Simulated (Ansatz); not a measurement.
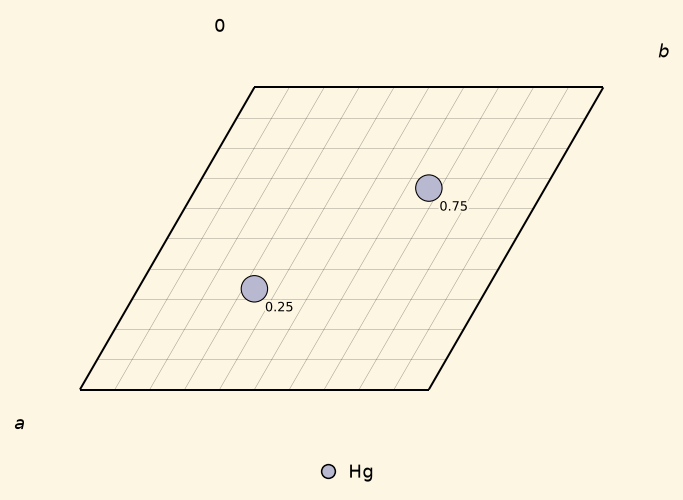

Plan of a unit cell projected along c (a down the page, b across); the numbers are heights as fractions of c, and atoms on the cell's edges are repeated. The grid marks tenths of a and b. Source: the geometry relaxed at fixed volume with Ansatz, DFT HSE06, scalar-relativistic, plane waves, PAW; the starting structure was generated, so it need not be a known form of this composition. Symmetry computed with spglib at a tolerance of 0.002 Å; standard conventional cell.

a = 3.574 Å, b = 3.574 Å, c = 5.761 Å, α = 90.00°, β = 90.00°, γ = 120.00°.

Q: What does the cell contain?

A: 2 Hg: Hg, Z = 2.

Q: Give the fractional coordinates of all atoms, to two places.

A:
| atom | x | y | z |
| --- | --- | --- | --- |
| Hg | 0.33 | 0.67 | 0.75 |
| Hg | 0.67 | 0.33 | 0.25 |
